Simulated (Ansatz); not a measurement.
System: SiNi₃, space group Pm-3m (No. 221).

Structure:
```cif
data_structure
_symmetry_space_group_name_H-M 'P 1'
_symmetry_Int_Tables_number 1
_cell_length_a 3.5063
_cell_length_b 3.5063
_cell_length_c 3.5063
_cell_angle_alpha 90.000
_cell_angle_beta 90.000
_cell_angle_gamma 90.000
_cell_volume 43.11
loop_
_atom_site_label
_atom_site_type_symbol
_atom_site_fract_x
_atom_site_fract_y
_atom_site_fract_z
_atom_site_occupancy
Si1 Si 0.00000 0.00000 0.00000 1
Ni1 Ni 0.00000 0.50000 0.50000 1
Ni2 Ni 0.50000 0.00000 0.50000 1
Ni3 Ni 0.50000 0.50000 0.00000 1
```

Calculation (Ansatz 0.2.0): volume, enthalpy and cell of a crystal along a series of hydrostatic pressures at zero temperature, keeping its symmetry; changes are against the given cell; the k mesh follows the cell and the gap; plane waves with PAW datasets, Γ-centred k mesh; energies extrapolated to zero smearing. Level: PBE, no spin polarisation.

wave cutoff 420 eV; occupations Gaussian; k mesh at zero pressure 12×12×12; smearing width at zero pressure 0.1 eV.

The change of b equals the change of a; the change of c equals the change of a.

What does the calculation give for the volume change, change of a and enthalpy change against applied pressure? The applied pressure takes the values −2, 0, 2, 5, 10, 20, 40 GPa.

The volume change falls from 0.96 % at applied pressure −2 GPa to −12.70 % at 40 GPa. The change of a falls from 0.32 % at applied pressure −2 GPa to −4.43 % at 40 GPa. The enthalpy change rises from −0.14 eV/atom at applied pressure −2 GPa to 2.50 eV/atom at 40 GPa. The solid is metallic at every point.

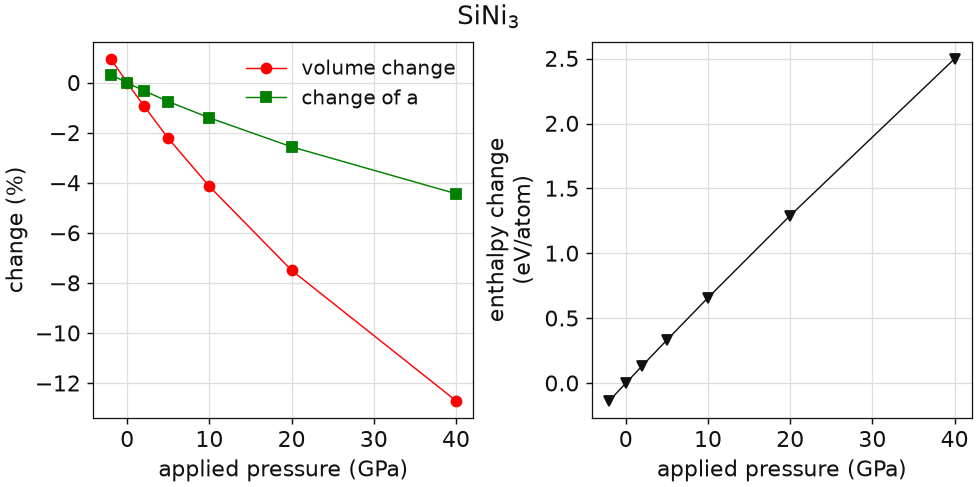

Keep in mind: no spin polarisation, a magnetic state may lie lower.
